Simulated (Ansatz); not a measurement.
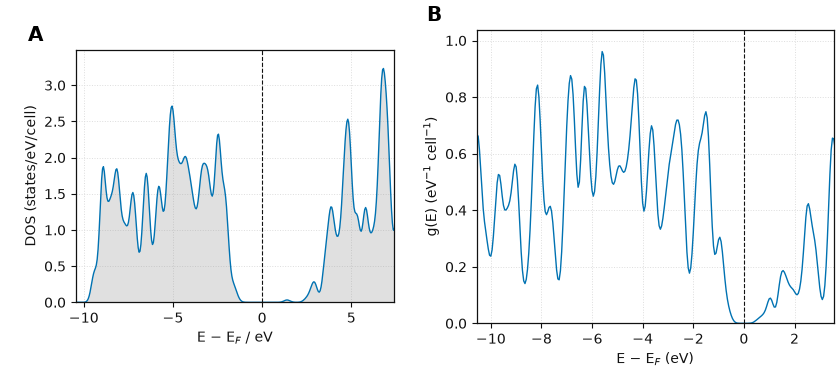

Two computed total densities of states (energies from the Fermi level, put mid-gap where there is a gap; curves built from the levels of the k mesh are broadened by Gaussians of 0.3 to 0.4 eV).

> Match each plot to its system.
1. BN, space group Immm (No. 71), 2 atoms in the cell, rocksalt type, shear (xy) strain +1.0%; PBE, Ansatz
2. GaN, space group P6_3/mmc, 4 atoms in the cell, h-MgO (five-fold) type, epitaxial (xy) strain −1.2%; HSE06, Ansatz

A is 2 (GaN: gap 2.8 eV, 4 atoms in the cell); B is 1 (BN: gap 1.1 eV, 2 atoms in the cell).
